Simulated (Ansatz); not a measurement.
Ge

```
CELL_PARAMETERS angstrom
0.00000 6.93933 6.93933
6.93933 -6.93933 0.00000
3.46966 3.46966 -3.46966
ATOMIC_POSITIONS crystal
Ge 0.00000 0.00000 0.77587
Ge 0.33333 0.66667 0.44254
Ge 0.66667 0.33333 0.10920
Ge 0.26528 0.23472 0.73472
Ge 0.59861 0.90139 0.40139
Ge 0.93195 0.56805 0.06805
Ge 0.09861 0.69723 0.40139
Ge 0.43195 0.36389 0.06805
Ge 0.76528 0.03056 0.73472
Ge 0.30277 0.40139 0.40139
Ge 0.63611 0.06805 0.06805
Ge 0.96944 0.73472 0.73472
Ge 0.00000 0.00000 0.20416
Ge 0.33333 0.66667 0.87083
Ge 0.66667 0.33333 0.53749
Ge 0.06805 0.43195 0.93195
Ge 0.40139 0.09861 0.59861
Ge 0.73472 0.76528 0.26528
Ge 0.23472 0.96944 0.26528
Ge 0.56805 0.63611 0.93195
Ge 0.90139 0.30277 0.59861
Ge 0.03056 0.26528 0.26528
Ge 0.36389 0.93195 0.93195
Ge 0.69723 0.59861 0.59861
```

Space group R3; a structure from a database of computed crystals, not necessarily the ambient phase; changed on purpose from its base cell (atom 1 (Ge) moved -0.120 A towards its neighbour atom 5 (Ge) at 2.454 A); not relaxed (largest force 0.6 eV/Å).

Theory: Ansatz, DFT PBEsol, scalar-relativistic, plane waves, PAW.

What can the converged valence pseudo-density and electron localisation function tell about the bonding?

Ge–Ge (2.57 Å): ρ is about 0.43 e/Å³ halfway; the ELF peaks at about 0.75 between the atoms.

Does the calculation make it a metal, or give it a gap?

It is metallic or semimetallic at this level of theory: no gap opens.

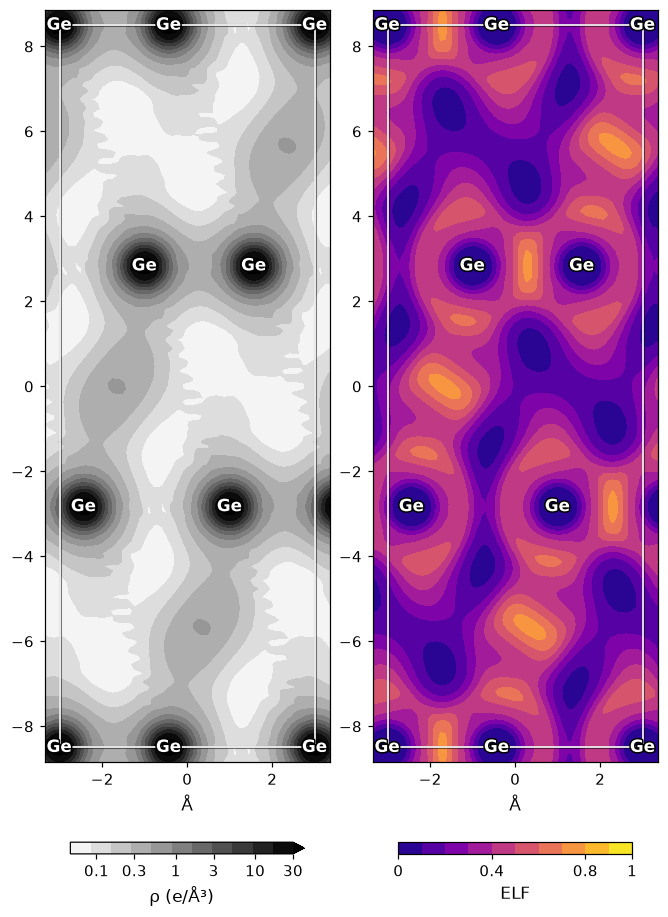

Computed valence pseudo-density and electron localisation function on the (110) plane of the conventional cell, in this order. 

The density is the valence pseudo-density of a PAW calculation; it isn't the true density close to the nuclei.
